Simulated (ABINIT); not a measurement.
## Single-point calculation of GaN

GaN (4 atoms in the cell), computed with Kohn-Sham DFT of a periodic cell, PBE, PseudoDojo NC SR PBE v0.5 standard, no spin polarisation (ABINIT 10.8.3).

The structure derives from an entry of the Crystallography Open Database.

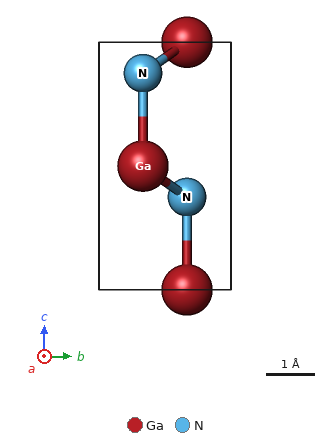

*The structure (ball-and-stick view of the cell of the calculation, along the a axis). An atom can appear more than once, as a periodic image.*

Near neighbours in the periodic cell (some may lie outside the picture): Ga has 4 N at 1.94 to 1.95 Å; N has 4 Ga at 1.94 to 1.95 Å.

## Input
```
pp_dirpath "./"
pseudos "Ga.upf, N.upf"

acell 3*1.0
rprim
     6.0093290763     0.0000000000     0.0000000000
    -3.0046645382     5.2042316397     0.0000000000
     0.0000000000     0.0000000000     9.7623251598
ntypat 2
znucl 31 7
natom 4
typat 1 1 2 2
xred
     0.6666666667     0.3333333333     0.5000000000
     0.3333333333     0.6666666667     0.0000000000
     0.6666666667     0.3333333333     0.8750000000
     0.3333333333     0.6666666667     0.3750000000

ecut 42.0

kptopt 1
ngkpt 10 10 5
nshiftk 1
shiftk 0.0 0.0 0.0

ixc 11

nband 22
occopt 3
tsmear 0.05 eV

nstep 100
tolvrs 1.0e-10

iomode 3
prtwf 0
prtden 0
prteig 0
prtebands 0
enunit 2
```

Command:
```bash
abinit run.abi > log 2>&1
```

## The program's output
```
.Version 10.8.3 of ABINIT
 Symmetries : space group P6_3 m c (#186); Bravais hP (primitive hexag.)
================================================================================
 Values of the parameters that define the memory need of the present run
     intxc =       0    ionmov =       0      iscf =       7    lmnmax =       6
     lnmax =       6     mgfft =      60  mpssoang =       3    mqgrid =    3001
     natom =       4  nloc_mem =       1    nspden =       1   nspinor =       1
    nsppol =       1      nsym =      12    n1xccc =    2501    ntypat =       2
    occopt =       3   xclevel =       2
       mpw =        3986          nfft =       77760          nkpt =          42
================================================================================
================================================================================

--------------------------------------------------------------------------------
------------- Echo of variables that govern the present computation ------------
--------------------------------------------------------------------------------
 -outvars: echo values of preprocessed input variables --------
            acell      1.0000000000E+00  1.0000000000E+00  1.0000000000E+00 Bohr
              amu      6.97230000E+01  1.40067400E+01
             ecut      4.20000000E+01 Hartree
           enunit           2
              ixc          11
         kptrlatt       10    0    0      0   10    0      0    0    5
          kptrlen      4.88116258E+01
            natom           4
            nband          22
            ngfft          36      36      60
             nkpt          42
            nstep         100
             nsym          12
           ntypat           2
           occopt           3
           prtden           0
        prtebands           0
           prteig           0
            prtwf           0
            rprim      6.0093290763E+00  0.0000000000E+00  0.0000000000E+00
                      -3.0046645382E+00  5.2042316397E+00  0.0000000000E+00
                       0.0000000000E+00  0.0000000000E+00  9.7623251598E+00
          spgroup         186
           tolvrs      1.00000000E-10
           tsmear      1.83746611E-03 Hartree
            typat      1  1  2  2
           xangst      1.5899999989E+00  9.1798692737E-01  2.5829999982E+00
                      -1.7639790514E-11  1.8359738547E+00  0.0000000000E+00
                       1.5899999989E+00  9.1798692737E-01  4.5202499969E+00
                      -1.7639790514E-11  1.8359738547E+00  1.9372499987E+00
            xcart      3.0046645381E+00  1.7347438799E+00  4.8811625799E+00
                      -3.3334372990E-11  3.4694877598E+00  0.0000000000E+00
                       3.0046645381E+00  1.7347438799E+00  8.5420345148E+00
                      -3.3334372990E-11  3.4694877598E+00  3.6608719349E+00
             xred      6.6666666667E-01  3.3333333333E-01  5.0000000000E-01
                       3.3333333333E-01  6.6666666667E-01  0.0000000000E+00
                       6.6666666667E-01  3.3333333333E-01  8.7500000000E-01
                       3.3333333333E-01  6.6666666667E-01  3.7500000000E-01
            znucl       31.00000    7.00000

================================================================================

 chkinp: Checking input parameters for consistency.

================================================================================
== DATASET  1 ==================================================================

--- !DatasetInfo
iteration_state: {dtset: 1, }
dimensions: {natom: 4, nkpt: 42, mband: 22, nsppol: 1, nspinor: 1, nspden: 1, mpw: 3986, }
cutoff_energies: {ecut:  42.0, pawecutdg:  -1.0, }
electrons: {nelect:   3.60000000E+01, charge:   0.00000000E+00, occopt:   3.00000000E+00, tsmear:   1.83746611E-03, }
meta: {optdriver: 0, ionmov: 0, optcell: 0, iscf: 7, paral_kgb: 0, }
...

 Exchange-correlation functional for the present dataset will be:
  GGA: Perdew-Burke-Ernzerhof functional - ixc=11
  J.P.Perdew, K.Burke, M.Ernzerhof, PRL 77, 3865 (1996)

 Real(R)+Recip(G) space primitive vectors, cartesian coordinates (Bohr,Bohr^-1):
 R(1)=  6.0093291  0.0000000  0.0000000  G(1)=  0.1664079  0.0960757  0.0000000
 R(2)= -3.0046645  5.2042316  0.0000000  G(2)=  0.0000000  0.1921513  0.0000000
 R(3)=  0.0000000  0.0000000  9.7623252  G(3)=  0.0000000  0.0000000  0.1024346
 Unit cell volume ucvol=  3.0530638E+02 bohr^3
 Angles (23,13,12)=  9.00000000E+01  9.00000000E+01  1.20000000E+02 degrees

 getcut: wavevector=  0.0000  0.0000  0.0000  ngfft=  36  36  60
         ecut(hartree)=     42.000   => boxcut(ratio)=   2.05346

--- Pseudopotential description ------------------------------------------------
- pspini: atom type   1  psp file is ./Ga.upf
12 -101130 2 -1 1902                          pspcod,pspxc,lmax,lloc,mmax
     nproj     2     2     2

- pspini: atom type   2  psp file is ./N.upf
12 -101130 1 -1 1058                          pspcod,pspxc,lmax,lloc,mmax
     nproj     2     2     0

   2.15307798E+03                                ecore*ucvol(ha*bohr**3)
--------------------------------------------------------------------------------

================================================================================

--- !BeginCycle
iteration_state: {dtset: 1, }
solver: {iscf: 7, nstep: 100, nline: 4, wfoptalg: 0, }
tolerances: {tolvrs: 1.00E-10, }
...

     iter   Etot(hartree)      deltaE(h)  residm     vres2
 ETOT  1  -171.22128763205    -1.712E+02 5.171E-01 2.125E+03
 ETOT  2  -173.13223617823    -1.911E+00 5.677E-02 2.867E+03
 ETOT  3  -173.73860123958    -6.064E-01 3.430E-02 1.054E+02
 ETOT  4  -173.74041547403    -1.814E-03 1.813E-02 1.050E+02
 ETOT  5  -173.74994846167    -9.533E-03 5.438E-03 3.811E+01
 ETOT  6  -173.75011113517    -1.627E-04 1.050E-02 3.402E+01
 ETOT  7  -173.75232138167    -2.210E-03 9.078E-03 2.602E+01
 ETOT  8  -173.75486106867    -2.540E-03 6.756E-03 1.678E+01
 ETOT  9  -173.75930187888    -4.441E-03 1.786E-03 5.558E-01
 ETOT 10  -173.75945225068    -1.504E-04 8.426E-04 1.924E-02
 ETOT 11  -173.75945755096    -5.300E-06 2.108E-04 3.796E-05
 ETOT 12  -173.75945756430    -1.334E-08 2.057E-04 2.403E-07
 ETOT 13  -173.75945756436    -5.062E-11 2.425E-05 1.032E-08
 ETOT 14  -173.75945756436    -1.450E-12 4.936E-05 1.065E-09
 ETOT 15  -173.75945756436     1.222E-12 8.892E-06 2.449E-11

 At SCF step   15       vres2   =  2.45E-11 < tolvrs=  1.00E-10 =>converged.

 Cartesian components of stress tensor (hartree/bohr^3)
  sigma(1 1)= -2.30311857E-04  sigma(3 2)=  0.00000000E+00
  sigma(2 2)= -2.30311856E-04  sigma(3 1)=  0.00000000E+00
  sigma(3 3)= -3.02767358E-04  sigma(2 1)=  2.19707234E-13

--- !ResultsGS
iteration_state: {dtset: 1, }
comment   : Summary of ground state results
lattice_vectors:
- [  6.0093291,   0.0000000,   0.0000000, ]
- [ -3.0046645,   5.2042316,   0.0000000, ]
- [  0.0000000,   0.0000000,   9.7623252, ]
lattice_lengths: [   6.00933,    6.00933,    9.76233, ]
lattice_angles: [ 90.000,  90.000, 120.000, ] # degrees, (23, 13, 12)
lattice_volume:   3.0530638E+02
convergence: {deltae:  1.222E-12, res2:  2.449E-11, residm:  8.892E-06, diffor: null, }
etotal    :  -1.73759458E+02
entropy   :   0.00000000E+00
fermie    :   2.39337465E-01
cartesian_stress_tensor: # hartree/bohr^3
- [ -2.30311857E-04,   2.19707234E-13,   0.00000000E+00, ]
- [  2.19707234E-13,  -2.30311856E-04,   0.00000000E+00, ]
- [  0.00000000E+00,   0.00000000E+00,  -3.02767358E-04, ]
pressure_GPa:   7.4866E+00
xred      :
- [  6.6667E-01,   3.3333E-01,   5.0000E-01, Ga]
- [  3.3333E-01,   6.6667E-01,   0.0000E+00, Ga]
- [  6.6667E-01,   3.3333E-01,   8.7500E-01,  N]
- [  3.3333E-01,   6.6667E-01,   3.7500E-01,  N]
cartesian_forces: # hartree/bohr
- [  1.79231005E-28,  -1.03479069E-28,  -2.67492594E-03, ]
- [  1.79231005E-28,  -1.03479069E-28,  -2.67492594E-03, ]
- [ -5.37693015E-28,   3.10437207E-28,   2.67492594E-03, ]
- [  1.79231005E-28,  -1.03479069E-28,   2.67492594E-03, ]
force_length_stats: {min:   2.67492594E-03, max:   2.67492594E-03, mean:   2.67492594E-03, }
...

 Integrated electronic density in atomic spheres:
 ------------------------------------------------
 Atom  Sphere_radius  Integrated_density
    1        2.00000         10.90241641
    2        2.00000         10.90241641
    3        2.00000          5.26002277
    4        2.00000          5.26002277
================================================================================

 ----iterations are completed or convergence reached----

 Mean square residual over all n,k,spin=   18.514E-09; max=  88.923E-07
 reduced coordinates (array xred) for    4 atoms
       0.666666666667      0.333333333333      0.500000000000
       0.333333333333      0.666666666667      0.000000000000
       0.666666666667      0.333333333333      0.875000000000
       0.333333333333      0.666666666667      0.375000000000
 rms dE/dt=  1.5077E-02; max dE/dt=  2.6123E-02; dE/dt below (all hartree)
    1       0.000000000000      0.000000000000      0.026123236730
    2       0.000000000000      0.000000000000      0.026123236730
    3       0.000000000000     -0.000000000000     -0.026103756954
    4       0.000000000000      0.000000000000     -0.026103756954

 cartesian coordinates (angstrom) at end:
    1      1.58999999890987     0.91798692737376     2.58299999824324
    2     -0.00000000001764     1.83597385474752     0.00000000000000
    3      1.58999999890987     0.91798692737376     4.52024999692566
    4     -0.00000000001764     1.83597385474752     1.93724999868243

 cartesian forces (hartree/bohr) at end:
    1      0.00000000000000    -0.00000000000000    -0.00267492594385
    2      0.00000000000000    -0.00000000000000    -0.00267492594385
    3     -0.00000000000000     0.00000000000000     0.00267492594385
    4      0.00000000000000    -0.00000000000000     0.00267492594385
 frms,max,avg= 1.5443692E-03 2.6749259E-03   0.000E+00  0.000E+00 -9.977E-07 h/b

 cartesian forces (eV/Angstrom) at end:
    1      0.00000000000000    -0.00000000000000    -0.13755022247220
    2      0.00000000000000    -0.00000000000000    -0.13755022247220
    3     -0.00000000000000     0.00000000000000     0.13755022247220
    4      0.00000000000000    -0.00000000000000     0.13755022247220
 frms,max,avg= 7.9414658E-02 1.3755022E-01   0.000E+00  0.000E+00 -5.130E-05 e/A
 length scales=  1.000000000000  1.000000000000  1.000000000000 bohr
              =  0.529177210544  0.529177210544  0.529177210544 angstroms
 Fermi (or HOMO) energy (hartree) =   0.23934   Average Vxc (hartree)=  -0.43328
 Eigenvalues (hartree) for nkpt=  42  k points:
 kpt#   1, nband= 22, wtk=  0.00200, kpt=  0.0000  0.0000  0.0000 (reduced coord)
  -0.38839   -0.35534   -0.29813   -0.29738   -0.29738   -0.29510   -0.29510   -0.28833
  -0.28833   -0.28461   -0.28461   -0.23663   -0.06086    0.16222    0.16222    0.19890
   0.20111    0.20111    0.27486    0.36057    0.54165    0.56754
      occupation numbers for kpt#   1
   2.00000    2.00000    2.00000    2.00000    2.00000    2.00000    2.00000    2.00000
   2.00000    2.00000    2.00000    2.00000    2.00000    2.00000    2.00000    2.00000
   2.00000    2.00000    0.00000    0.00000    0.00000    0.00000
 prteigrs : prtvol=0 or 1, do not print more k-points.

 Fermi (or HOMO) energy (eV) =   6.51270   Average Vxc (eV)= -11.79018
 Eigenvalues (   eV  ) for nkpt=  42  k points:
 kpt#   1, nband= 22, wtk=  0.00200, kpt=  0.0000  0.0000  0.0000 (reduced coord)
 -10.56876   -9.66920   -8.11255   -8.09221   -8.09221   -8.03005   -8.03005   -7.84599
  -7.84599   -7.74459   -7.74459   -6.43899   -1.65602    4.41419    4.41419    5.41238
   5.47244    5.47244    7.47932    9.81164   14.73896   15.44367
 prteigrs : prtvol=0 or 1, do not print more k-points.

--- !EnergyTerms
iteration_state     : {dtset: 1, }
comment             : Components of total free energy in Hartree
kinetic             :  1.40320450775661E+02
hartree             :  4.35830378256969E+01
xc                  : -4.81550242158351E+01
Ewald energy        : -1.17003474184010E+02
psp_core            :  7.05218804907997E+00
local_psp           : -1.20700879808686E+02
non_local_psp       : -7.88557560062606E+01
internal            : -1.73759457564354E+02
'-kT*entropy'       : -1.26267191196543E-12
total_energy        : -1.73759457564355E+02
total_energy_eV     : -4.72823571367581E+03
band_energy         : -6.04514677476406E+00
...

 Cartesian components of stress tensor (hartree/bohr^3)
  sigma(1 1)= -2.30311857E-04  sigma(3 2)=  0.00000000E+00
  sigma(2 2)= -2.30311856E-04  sigma(3 1)=  0.00000000E+00
  sigma(3 3)= -3.02767358E-04  sigma(2 1)=  2.19707234E-13

-Cartesian components of stress tensor (GPa)         [Pressure=  7.4866E+00 GPa]
- sigma(1 1)= -6.77600877E+00  sigma(3 2)=  0.00000000E+00
- sigma(2 2)= -6.77600875E+00  sigma(3 1)=  0.00000000E+00
- sigma(3 3)= -8.90772321E+00  sigma(2 1)=  6.46401000E-09

== END DATASET(S) ==============================================================
================================================================================

 -outvars: echo values of variables after computation  --------
            acell      1.0000000000E+00  1.0000000000E+00  1.0000000000E+00 Bohr
           etotal     -1.7375945756E+02
            fcart      1.7923100492E-28 -1.0347906894E-28 -2.6749259439E-03
                       1.7923100492E-28 -1.0347906894E-28 -2.6749259439E-03
                      -5.3769301477E-28  3.1043720682E-28  2.6749259439E-03
                       1.7923100492E-28 -1.0347906894E-28  2.6749259439E-03
            rprim      6.0093290763E+00  0.0000000000E+00  0.0000000000E+00
                      -3.0046645382E+00  5.2042316397E+00  0.0000000000E+00
                       0.0000000000E+00  0.0000000000E+00  9.7623251598E+00
           strten     -2.3031185692E-04 -2.3031185625E-04 -3.0276735787E-04
                       0.0000000000E+00  0.0000000000E+00  2.1970723411E-13
           xangst      1.5899999989E+00  9.1798692737E-01  2.5829999982E+00
                      -1.7639790514E-11  1.8359738547E+00  0.0000000000E+00
                       1.5899999989E+00  9.1798692737E-01  4.5202499969E+00
                      -1.7639790514E-11  1.8359738547E+00  1.9372499987E+00
             xred      6.6666666667E-01  3.3333333333E-01  5.0000000000E-01
                       3.3333333333E-01  6.6666666667E-01  0.0000000000E+00
                       6.6666666667E-01  3.3333333333E-01  8.7500000000E-01
                       3.3333333333E-01  6.6666666667E-01  3.7500000000E-01
 Calculation completed.
```

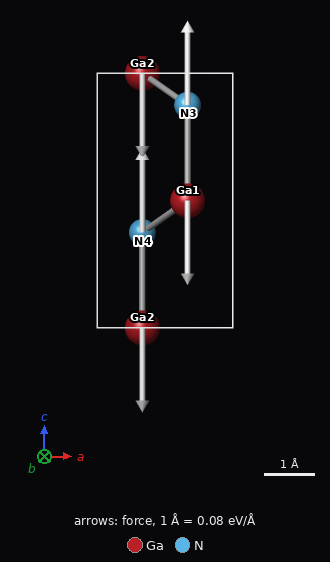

*Forces on the atoms as white arrows (ball-and-stick view of the cell of the calculation, along the b axis; atoms are numbered from 1 in the order of the input).*

The largest act on Ga1, Ga2 (0.14 eV/Å); N3, N4 (0.14 eV/Å). The geometry is not a stationary point of this energy.

## Summary

- outcome: converged
- space group (tolerance 0.01 Å): P6₃mc (186)
- electrons treated: 36
- free energy: −4728.2357 eV
- Fermi energy: 6.513 eV
- gap on the k-point mesh: 2.01 eV
- pressure: 7.49 GPa
- largest force (length of the vector): 0.138 eV/Å
- hardware: 1 thread of Arm Neoverse V1, 24 GiB of memory available, shared host
- wall time: 2.7 min
- peak memory: 0.13 GiB

The cell is under a pressure of 7.5 GPa at this level, so it is not at its equilibrium volume.
